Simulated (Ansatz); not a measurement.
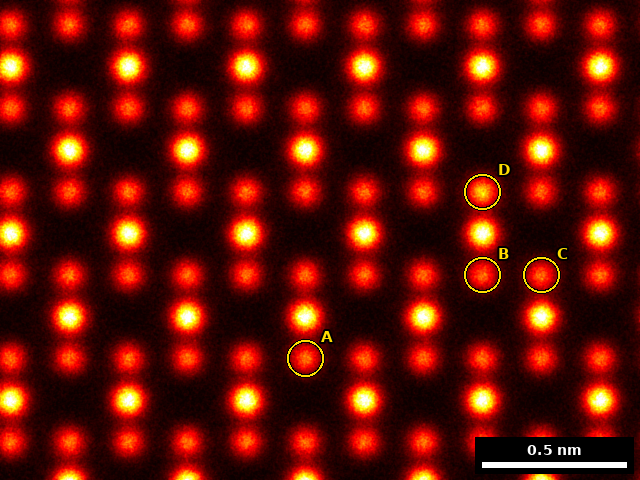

Z-contrast image of Br (Ia-3d, No. 230) along [110]. The image is simulated as a sum over atoms of Z^1.7, blurred by a 0.83 Å probe (no channelling). The probe carries 25 % of its weight in a tail 2.5 times as wide. Shot noise was added.

The sample is 3 repeats (35.0 Å) thick. One point defect was put into the perfect crystal, without relaxing the atoms around it. Brightness is counted from the darkest point of the image. Host structure: coordinates from a relaxation with DFT PBE, scalar-relativistic, plane waves, PAW (Ansatz); the starting structure was generated, so it need not be a known form of this composition.

Q: Which ringed column holds the defect, and does it scatter more or less than its equals?

D; it scatters more. The column holds 3 atoms (Br) through the sample, and one Br atom is replaced by I, so its peak rises to about 135 % of that of its equals.
